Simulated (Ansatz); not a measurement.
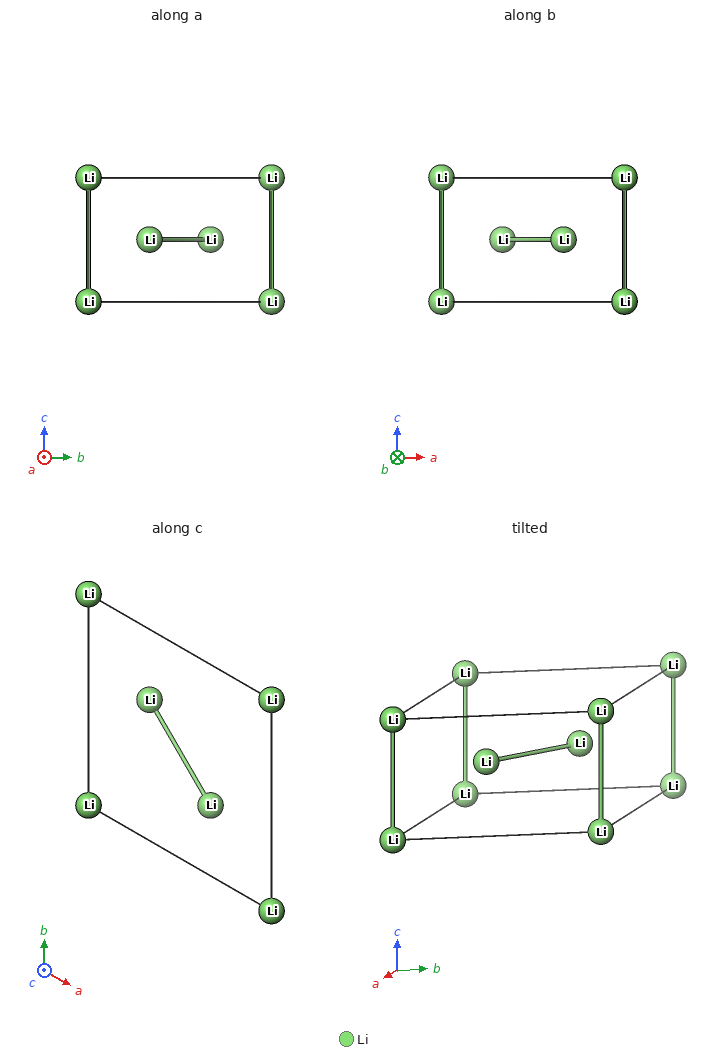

Ball-and-stick representation of a periodic structure, projected along the a axis, along the b axis, along the c axis and slightly off an axis. Lines trace the edges of the conventional unit cell.

Lattice parameters: a = 4.9327 Å, b = 4.9327 Å, c = 2.8940 Å, α = 90.000°, β = 90.000°, γ = 120.000°.

Q: Set out the cell and atoms as a CIF with its space group and independent sites.

A:
```cif
data_structure
_symmetry_space_group_name_H-M 'P 6/m m m'
_symmetry_Int_Tables_number 191
_cell_length_a 4.9327
_cell_length_b 4.9327
_cell_length_c 2.8940
_cell_angle_alpha 90.000
_cell_angle_beta 90.000
_cell_angle_gamma 120.000
_cell_volume 60.98
loop_
_atom_site_label
_atom_site_type_symbol
_atom_site_symmetry_multiplicity
_atom_site_Wyckoff_symbol
_atom_site_fract_x
_atom_site_fract_y
_atom_site_fract_z
_atom_site_occupancy
Li1 Li 1 a 0.0000 0.0000 0.0000 1
Li2 Li 2 d 0.3333 0.6667 0.5000 1
```

Source of the structure: a structure type filled with this element by a generator (whether the element takes this form wasn't checked). Earlier steps of the study may have refined or changed the cell and positions. A calculation with Ansatz used it as input.
